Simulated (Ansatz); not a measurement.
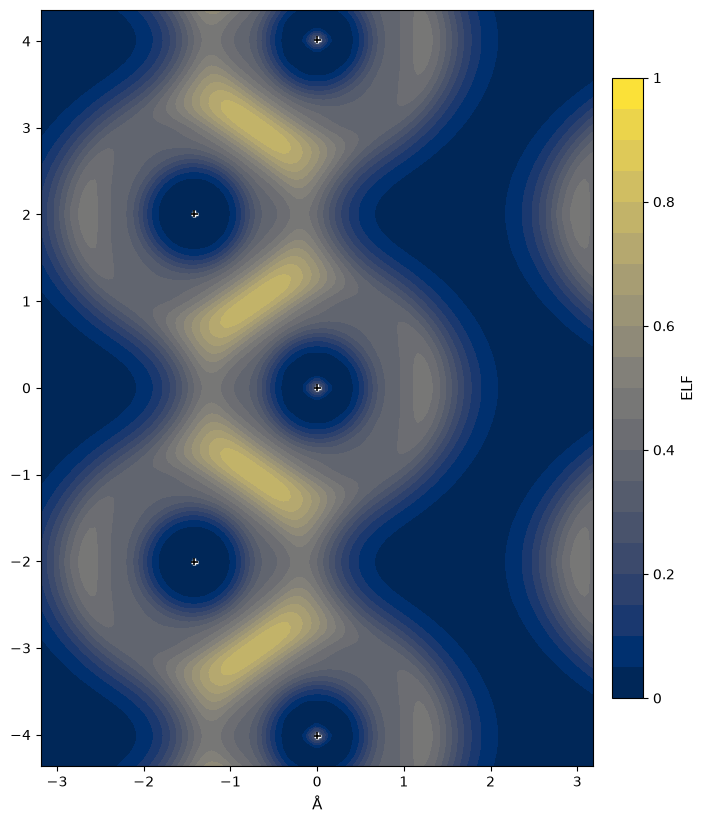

The ELF on a plane through atoms (crosses mark nuclei in the plane).

These are results of Ansatz 0.2.0, DFT r2SCAN, scalar-relativistic, plane waves, PAW, not measurements.

Candidates:
A. Ge, a = 5.68 Å, b = 5.68 Å, c = 5.68 Å, α = 90.00°, β = 90.00°, γ = 90.00°. Space group Fd-3m.
B. InP, a = 4.05 Å, b = 4.05 Å, c = 5.82 Å, α = 90.00°, β = 90.00°, γ = 90.00°. Space group I-4m2; changed on purpose from its base cell (strain -0.030 along x and y, -0.015 along z, atoms carried along); computed pressure about 6 GPa in this cell.

**Which candidate gave the map?**

Candidate A: Ge on the (101) plane of the conventional cell, which holds Ge. Ge–Ge (2.46 Å): the ELF peaks at about 0.80 between the atoms: localised, covalent bonding.
